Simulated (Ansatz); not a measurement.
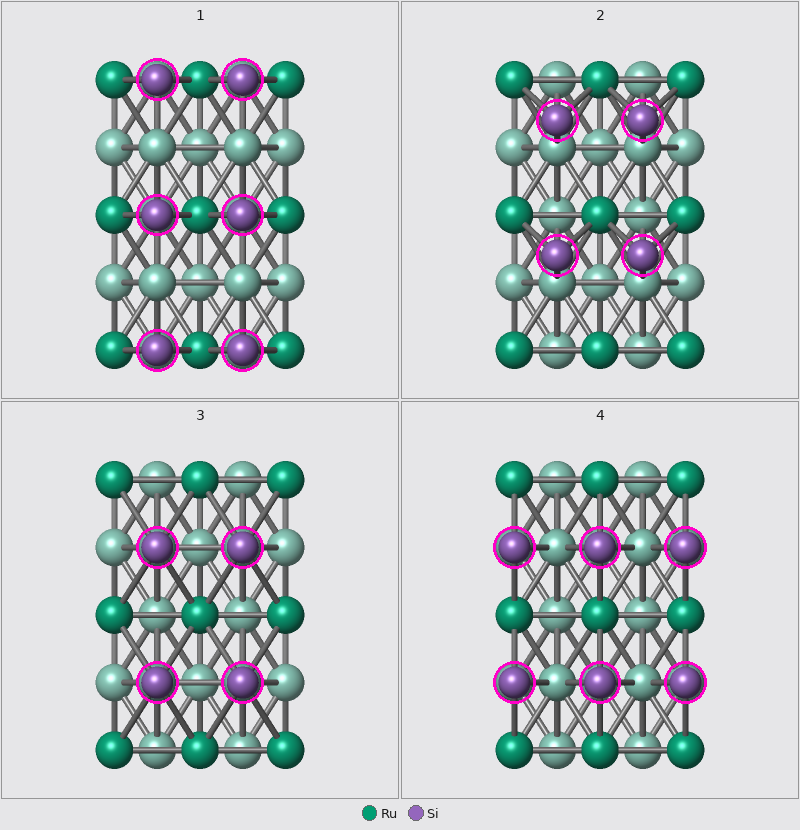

Si on a Ru(100) slab cut from the P6_3/mmc phase, its upper half relaxed before the scan (6 atoms of substrate and one adsorbate in a 1 × 1 cell). Si is moved over the surface cell; relaxed at each place: the height of the adsorbate's atoms; substrate rigid; the origin of the map has the adsorbate above Ru6. Places are given modulo a cell vector. The map is drawn in real space over the plane of the surface. The scan uses a 6 × 10 grid; 24 points were computed and 36 follow by symmetry. Energies are in eV, from the lowest grid point. With one adsorbate in each 1 × 1 cell, its nearest image is 2.7 Å away, so neighbouring adsorbates interact. Level of theory: DFT PBE, scalar-relativistic, plane waves, PAW in Ansatz 0.2.0. Settings: cutoff 420 eV, k-mesh 10×6×1, gaussian smearing 0.1 eV, no spin polarisation.

The numbered pictures are structures from this grid. Rings mark the moved atoms.

**Which is the most stable, and how do the others follow?**

4, at the trough between two rows of top atoms, (0/6, 5/10) of the cell vectors: 0.00 eV; 2, at (3/6, 7/10) of the cell vectors [nearest 3 Ru at 2.46 Å]: 0.39 eV; 3, at a fourfold hollow over a second-layer Ru atom, (3/6, 5/10) of the cell vectors: 0.66 eV; 1, at a bridge site between two Ru atoms, over a third-layer Ru atom, (3/6, 0/10) of the cell vectors: 0.89 eV.

The map, with the structures marked:

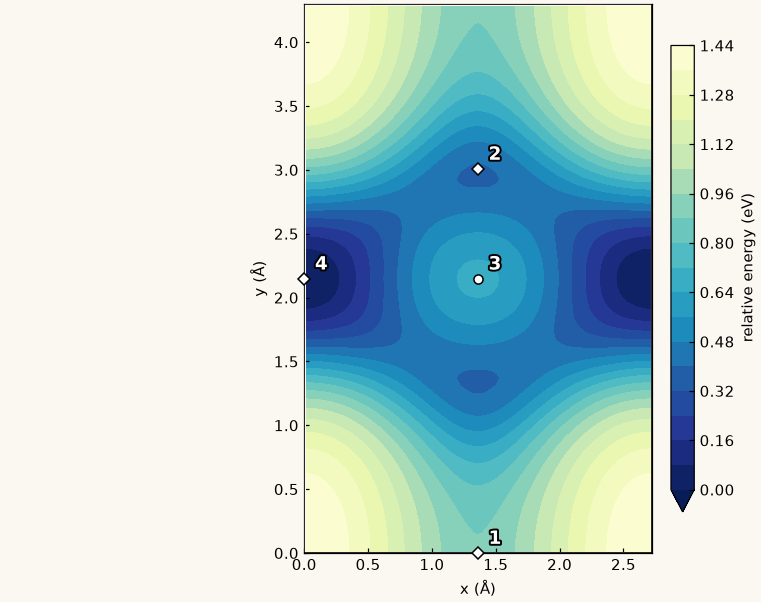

The picture shows filled contours, the outline of one cell of the plane. Between grid points the surface is interpolated.

PAW datasets: the set soft_1.
